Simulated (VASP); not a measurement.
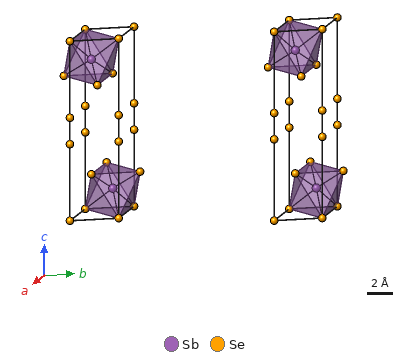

Two geometries of crystalline Sb₂Se₅ (a generated structure, set up in P-3m1), drawn at one scale. One is the start of a relaxation, the other its converged end. Style: polyhedral. Shown: the cell of the calculation, slightly off an axis.

Computed with Kohn-Sham DFT of a periodic cell, PBE, VASP PAW PBE potentials, recommended in VASP 6.6.1. Set-up: plane-wave cutoff 520 eV; k-point mesh 8 × 8 × 2; occupations gaussian; smearing width 0.1 eV; no spin polarisation.

### Which of the two is the end point?

The right one is the relaxed one. The run lets cell and atoms move. The largest moves relative to the cell, 0.12 Å, are those of Se atoms. Largest moves by element: Se 0.12 Å, Sb 0.07 Å. The volume changes by +2.4 %, with a = b 4.028 → 3.974 Å (−1.3 %), c 14.975 → 15.744 Å (+5.1 %). Near-neighbour distances that change, for instance: Sb–Se 3.009 → 3.000 Å, Sb–Se 2.805 → 2.798 Å, Se–Se 2.197 → 2.191 Å. The space group stays P-3m1 (No. 164). The energy falls by 4.5 meV per atom in 29 geometry steps. Largest force component: 0.11 eV/Å at the start, 0.0099 eV/Å at the end. Pressure: −0.17 GPa at the start and 0.02 GPa at the end.

Limits of the set-up: layers or molecules are held without a dispersion correction, so their spacing is unreliable.
